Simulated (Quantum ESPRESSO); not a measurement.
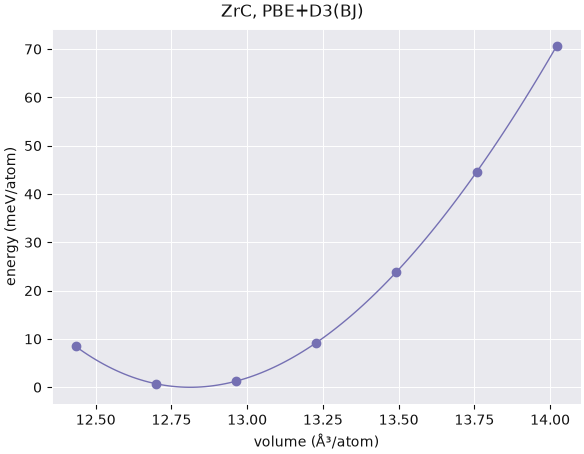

Plotted: energy against volume for ZrC, space group Fm-3m (No. 225).

Starting cell:
```yaml
crystal:
  lattice:
    - [0.00000, 2.36500, 2.36500]
    - [2.36500, 0.00000, 2.36500]
    - [2.36500, 2.36500, 0.00000]
  atoms:
    - { symbol: Zr, position: [0.50000, 0.50000, 0.50000] }
    - { symbol: C, position: [0.00000, 0.00000, 0.00000] }
```

Computed with Quantum ESPRESSO 7.5: plane-wave DFT, no spin polarisation; energies at scaled volumes of the given cell, shape and fractions fixed, counted from the fit's minimum, third-order Birch-Murnaghan fit. Level: PBE with D3(BJ).

```tsv
setting	value
k mesh	10×10×10
occupations	Fermi–Dirac
smearing width	0.05 eV
potentials	PseudoDojo 0.4.1 SR PBE standard
wave cutoff	1116 eV
density cutoff	4463 eV
```

This calculation gives: equilibrium volume 12.81 Å³/atom and bulk modulus 231 GPa.

Now Zr is replaced by Hf on all its sites, which gives HfC in the same structure. Predict the effect.

The equilibrium volume falls from 12.81 to 12.38 Å³/atom (−3.4 %) and the bulk modulus rises from 231 to 246 GPa (+6.5 %).

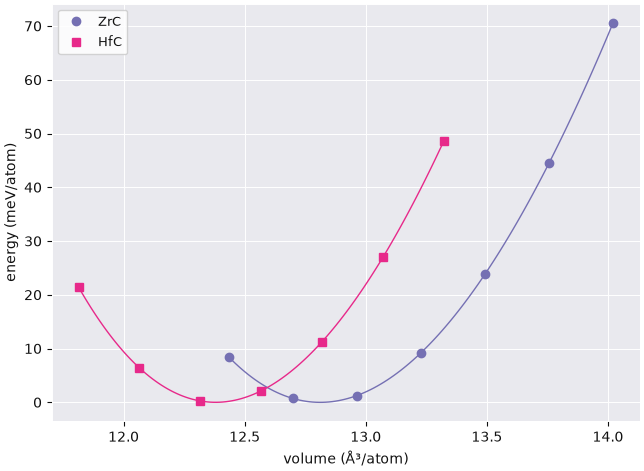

The two results together.

V0 and the bulk modulus come from third-order Birch–Murnaghan fits.
